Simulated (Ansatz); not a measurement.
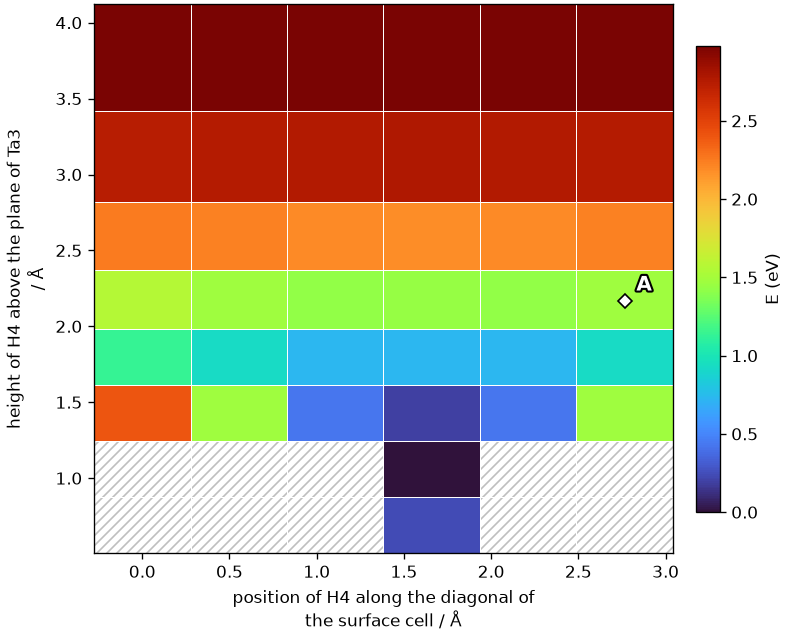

H on a Ta(110) slab cut from the Im-3m phase, its upper half relaxed before the scan (3 atoms of substrate and one adsorbate in a 1 × 1 cell). 
- H is moved along a line over the surface and along the normal, above a rigid substrate.
- Coordinates scanned: (1) position of H4 along the diagonal of the surface cell, from above Ta3; (2) height of H4 above the plane of Ta3.
- Grid: 6 × 8 points; 26 points were computed and 12 follow by symmetry. At 10 points there is no value (left out of the scan, as a rule where atoms come close).
- Points are written as (first, second).
- Energies: eV, counted from the lowest grid point.
- Method: DFT PBE, scalar-relativistic, plane waves, PAW in Ansatz. Settings: cutoff 420 eV, k-mesh 10×10×1, gaussian smearing 0.1 eV, spin-polarised.

The picture shows one coloured cell a grid point, hatched blanks where no value was computed, the point A.

Q: Is A at rest? If not, where is it pushed?

A: A, at (2.77 Å, 2.17 Å), is not a stationary point. The computed force is 0.2 eV for each Å towards smaller values of the first coordinate and 2 eV for each Å towards smaller values of the second coordinate.

PAW datasets: the set soft_1.
